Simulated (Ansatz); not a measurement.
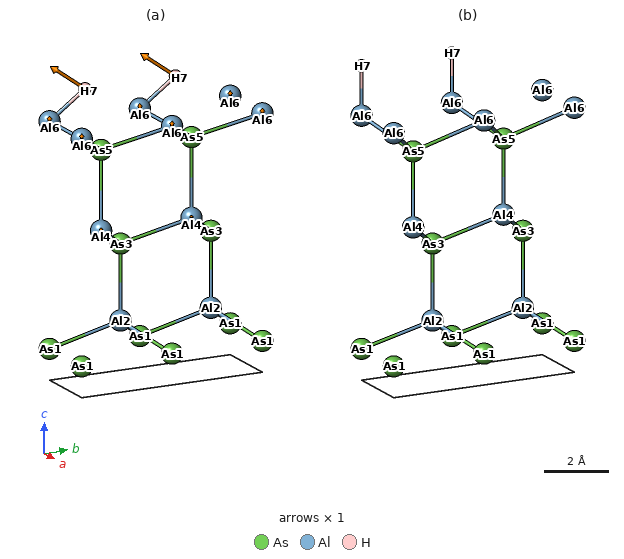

The structure of a slab of composition Al3As3H (cut from the F-43m phase) before (left) and after (right) a constrained relaxation, at one scale. The orange arrows give the displacements, at their true length.

The picture is a ball-and-stick view of the 1 × 2 repeat of the cell, outlined in the plane, without the vacuum, seen slightly off an axis.

Case: H put at a bridge As-As site. The slab is the (1 1 1) face of AlAs with H on it. 3 atoms are held fixed.

All numbers below come from Ansatz, DFT PBEsol, scalar-relativistic, plane waves, PAW.

Input
```yaml
crystal:
  lattice:
    - [4.012545656, 0.0, 0.0]
    - [-2.006272828, 3.474966472, 0.0]
    - [0.0, 0.0, 26.3715170702]
  atoms:
    - { symbol: As, position: [0.0, 0.0, 0.3223174448] }
    - { symbol: Al, position: [0.3333333333, 0.6666666667, 0.3533758573] }
    - { symbol: As, position: [0.3333333333, 0.6666666667, 0.4465510944] }
    - { symbol: Al, position: [0.6666666667, 0.3333333333, 0.4744244183] }
    - { symbol: As, position: [0.6666666667, 0.3333333333, 0.5721729261] }
    - { symbol: Al, position: [0.0, 0.0, 0.5976709993] }
    - { symbol: H, position: [0.1666666667, 0.3333333333, 0.6355906987], spin: 1.0 }
basis:
  ecutwfc: 420
kpoints:
  mp_grid: { grid: [9, 9, 1] }
hamiltonian:
  xc: pbesol
scf:
  occupations: { method: gaussian, width: 0.05 }
output:
  forces: true
  eigenvalues: true
  populations: true
  write_density: true
  write_potential: true
  elf: true
  volumetric_format: npy
magnetization:
  spin_polarized: true
relax:
  adjacent_minimum: "off"
  f_tol: 0.03
  max_steps: 70
  constraints: [{ sites: [0, 1, 2] }]
efield:
  axis: 3
  dipole_correction: true
  ramp_width: 0.04
```

Launched with:
```bash
ansatz run input.yaml --threads 2 --pin off --max-ram 5120MiB --backend cpu --events-out ev --progress --plain --runs-dir out
```

> Summarise the run.

Over 9 accepted moves (10 points after the start) the energy falls by 0.912 eV per cell of the calculation. Largest force component: 1.8 eV/Å at the start, 0.0046 eV/Å at the end. 1 step only repeated the SCF at the same geometry. The largest move is that of H7, 1.39 Å at 56° to the normal (+c side). Largest moves by element: H 1.39 Å, Al 0.18 Å, As 0.05 Å. The cell doesn't change. Near-neighbour distances that change, for instance: Al4–As5 2.578 → 2.425 Å, As5–Al6 2.412 → 2.486 Å, Al6–H7 1.530 → 1.593 Å, As3–Al4 2.430 → 2.464 Å. Among the angles between lasting bonds that change: As5–Al6–H7 155.4° → 111.2°, As5–Al6–H7 79.6° → 111.3°, Al4–As5–Al6 106.2° → 111.3°. The run took 7.5 min on 2 threads of Intel(R) Xeon(R) Platinum 8259CL CPU @ 2.50GHz (Skylake/Cascade Lake), with other jobs on the host, peak memory 1.1 GiB.

Limits of the set-up: the periodic images lie only 4.0 Å apart, so the values are limited by the cell's size.
